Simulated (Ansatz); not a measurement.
Given this structure:

```yaml
crystal:
  lattice:
    - [3.38457, 0.00000, 0.00000]
    - [-1.69229, 2.93112, 0.00000]
    - [0.00000, 0.00000, 3.89384]
  atoms:
    - { symbol: Zr, position: [0.00000, 0.00000, 0.00000] }
    - { symbol: N, position: [0.66667, 0.33333, 0.75364] }
    - { symbol: N, position: [0.33333, 0.66667, 0.24636] }
```

**Summarise the structure in words.**

The stoichiometry is ZrN2. The symmetry is that of P-3m1 (No. 164), on a primitive hexagonal lattice. In terms of structure types, this is cadmium iodide (CdI₂, 1T) type. Content of the cell: 1 Zr, 2 N (Z = 1). The coordination shell of Zr holds six N in a distorted octahedral arrangement at 2.18 Å. N bonds to three Zr in a trigonal pyramidal arrangement at 2.18 Å. Not all metal-metal contacts are counted. The bonds build ZrN2 layers parallel to (001).

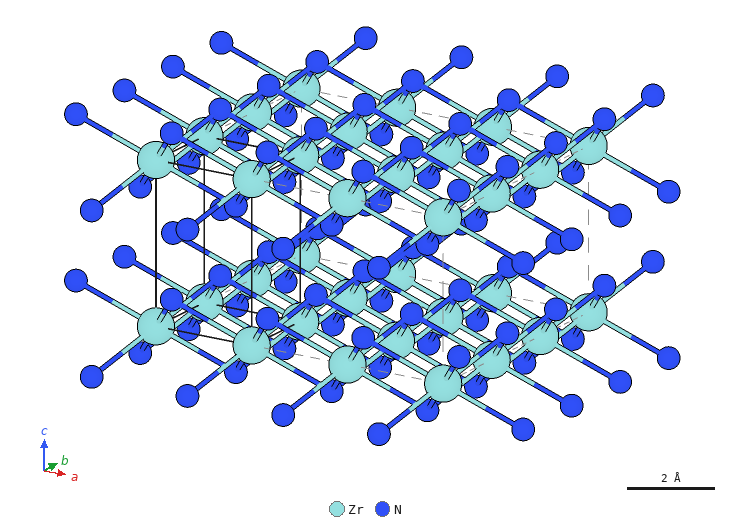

A ball-and-stick rendering, viewed slightly off an axis. A 3×3×1 array of cells is drawn; the conventional unit cell has the solid edges. Some atoms of the next cells are drawn as well. Colours: zirconium light teal, nitrogen blue.

Its origin is a structure listed in the Materials Project. This is the structure after a relaxation with Ansatz, DFT PBE+D3(BJ), scalar-relativistic, plane waves, PAW.
